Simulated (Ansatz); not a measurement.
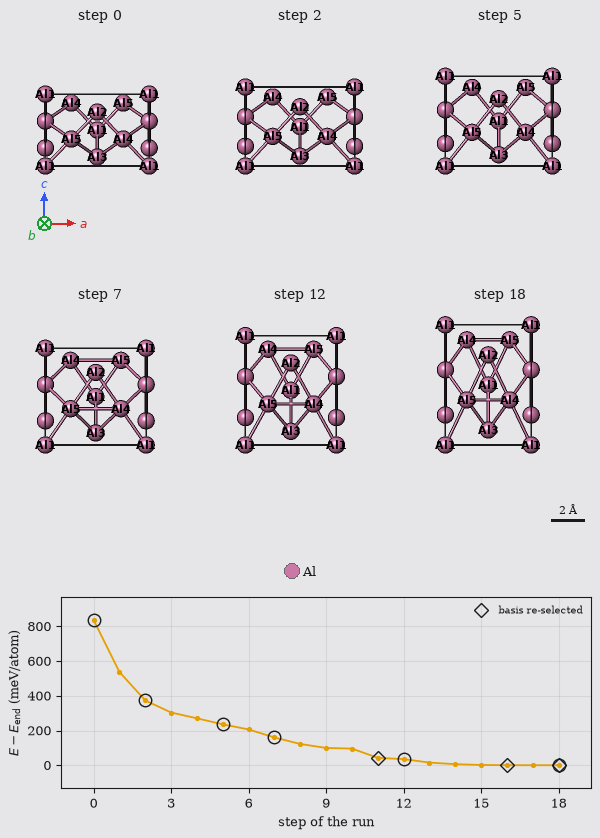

Frames of a relaxation of a crystal of Al (a generated structure, set up in I4_1/amd) (coarse preliminary run), marked on the history of the run. A ball-and-stick model of the conventional cell (2 times the calculation's cell), seen along the b axis. Lengths and directions refer to the drawn axes.

These are results of Ansatz, DFT PBE, scalar-relativistic, plane waves, PAW, not measurements.

Input
```yaml
crystal:
  lattice:
    - [-3.20907609, 3.20907609, 2.22209422]
    - [3.20907609, -3.20907609, 2.22209422]
    - [3.20907609, 3.20907609, -2.22209422]
  atoms:
    - { symbol: Al, position: [0.0, 0.0, 0.0] }
    - { symbol: Al, position: [0.75, 0.25, 0.5] }
    - { symbol: Al, position: [0.375, 0.625, 0.75] }
    - { symbol: Al, position: [0.375, 0.125, 0.75] }
    - { symbol: Al, position: [0.375, 0.625, 0.25] }
    - { symbol: Al, position: [0.875, 0.625, 0.25] }
basis:
  ecutwfc: 420
kpoints:
  mp_grid: { grid: [6, 6, 6] }
hamiltonian:
  xc: pbe
scf:
  occupations: { method: gaussian, width: 0.1 }
  lower_state_search: "off"
output:
  forces: true
  stress: true
  eigenvalues: true
relax:
  adjacent_minimum: "off"
  f_tol: 0.04
  max_steps: 70
  cell: { stress_tol: 0.4 }
```

Run as
```bash
ansatz run input.yaml --threads 1 --pin off --max-ram 2560MiB --backend cpu --events-out ev --progress --plain --runs-dir out
```

> Describe the path.

The energy falls by 837 meV per atom in 15 accepted moves (18 points after the start). All forces vanish by symmetry, so only the cell relaxes. The pressure goes from 35.50 to 0.01 GPa. The SCF was repeated 3 times at an unchanged geometry on a basis and grid sized afresh for the cell, which shifted the energy by 53.4 meV per atom at most. No atom moves by more than 0.005 Å relative to the cell. The drawn cell changes as follows: a = b 6.418 → 5.303 Å (−17.4 %), c 4.444 → 7.430 Å (+67.2 %); the volume changes by +14.2 %. Some distances before and after: Al1–Al3 2.313 → 3.086 Å, Al3–Al6 3.209 → 2.652 Å, Al3–Al4 2.527 → 2.639 Å. Among the angles between lasting bonds that change: Al4–Al3–Al5 101.1° → 119.7°, Al4–Al3–Al5 78.9° → 60.3°. The space group stays I4_1/amd (No. 141). From step 0 to 2: volume +21.5 %, energy −463 meV per atom. From step 2 to 5: volume +8.9 %, energy −137 meV per atom. From step 5 to 7: volume −4.3 %, energy −75.7 meV per atom. From step 7 to 12: volume −7.7 %, energy −125 meV per atom. From step 12 to 18: volume −2.4 %, energy −35.2 meV per atom.

```csv
step,"E − E(0), meV/atom","pressure, GPa","volume, Å³/atom",note
0,0.00,35.50,15.256,
1,-299.28,20.05,16.890,
2,-463.48,9.65,18.531,
3,-532.88,3.27,19.973,
4,-566.41,1.80,20.165,
5,-600.83,0.37,20.188,
6,-630.43,-0.11,19.854,
7,-676.58,-0.50,19.326,
8,-714.22,0.10,18.519,
9,-737.05,0.78,17.811,
10,-740.74,0.33,17.669,
11,-794.13,1.25,17.669,"same geometry, new basis"
12,-801.36,0.08,17.841,
13,-821.35,1.29,17.244,
14,-830.44,2.23,16.904,
15,-835.08,0.05,17.395,
16,-836.27,0.11,17.395,"same geometry, new basis"
17,-836.53,0.01,17.415,
18,-836.53,0.01,17.415,"same geometry, new basis"
```
